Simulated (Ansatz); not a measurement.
Al

Input file:

```
crystal:
  lattice:
    - [0.0049784071, 1.9913628292, 1.9913628292]
    - [1.9913628292, 0.0049784071, 1.9913628292]
    - [1.9963412363, 1.9963412363, 0.0]
  atoms:
    - { symbol: Al, position: [0.0, 0.0, 0.0] }
basis:
  ecutwfc: 420
kpoints:
  mp_grid: { grid: [26, 26, 26] }
hamiltonian:
  xc: pbe
  dispersion: d3bj
scf:
  occupations: { method: gaussian, width: 0.15 }
output:
  forces: true
  stress: true
  eigenvalues: true
  write_density: true
  write_potential: true
  elf: true
  volumetric_format: npy
```

Command:

```sh
ansatz run input.yaml --threads 1 --pin off --max-ram 2560MiB --backend cpu --events-out ev --progress --plain --runs-dir out
```

Below, planes, directions and counts refer to the standardised cell (a = 3.98 Å, b = 3.98 Å, c = 3.98 Å, α = 90.00°, β = 90.00°, γ = 89.71°).

Space group Immm; changed on purpose from its base cell (strain +0.0050 x Voigt [0, 0, 0, 0, 0, 1], atoms carried along); computed without spin polarisation.

Level of theory: Ansatz, DFT PBE+D3(BJ), scalar-relativistic, plane waves, PAW.

Predict the valence pseudo-density and electron localisation function between the atoms.

Answer. Al–Al (2.82 Å): ρ is about 0.21 e/Å³ halfway; the ELF peaks at about 0.65 between the atoms.

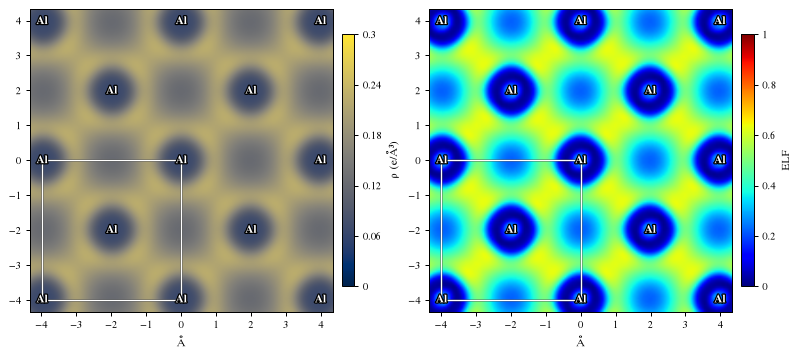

Computed valence pseudo-density and electron localisation function on the (010) plane of the standardised cell, in this order. 

The density is the valence pseudo-density of a PAW calculation; it isn't the true density close to the nuclei.
